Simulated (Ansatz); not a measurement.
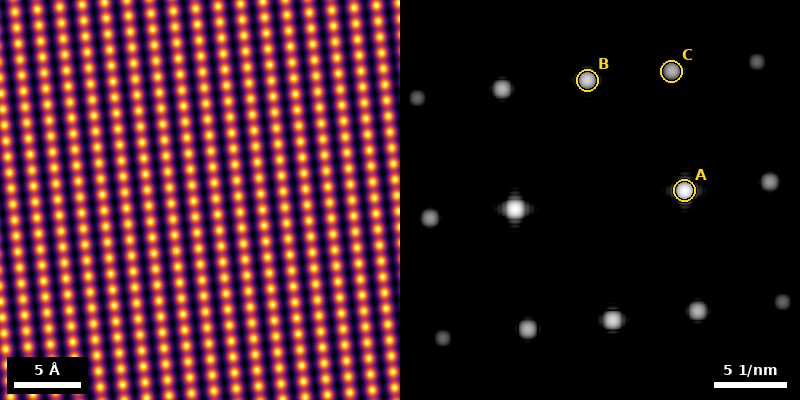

Integrated-DPC-like image of C (Im-3m, No. 229) along [110]. Simulated as the projected potential of neutral atoms (B = 0.5 Å²) blurred by a 0.50 Å probe, the thin-sample limit of integrated differential phase contrast. The display is stretched by a gamma of 0.8; percentages refer to the linear signal. Structure: coordinates from a relaxation with DFT, r2SCAN, plane waves (500 eV) with PAW, scalar-relativistic (Ansatz 0.2.0); the starting structure was generated, so it need not be a known form of this composition.

The right panel is the modulus of the image's Fourier transform on a logarithmic scale.

a = 2.388 Å, b = 2.388 Å, c = 2.388 Å, α = 90.00°, β = 90.00°, γ = 90.00°

### Index the marked spots and give their plane spacings (the zone axis points at the viewer; indices equivalent by symmetry, or all signs reversed, are as good).

A: (-1 1 0), d = 1.69 Å; B: (002), d = 1.19 Å; C: (-1 1 2), d = 0.97 Å. A and B enclose 90°, and every spot obeys the zone law hu + kv + lw = 0 for [110].
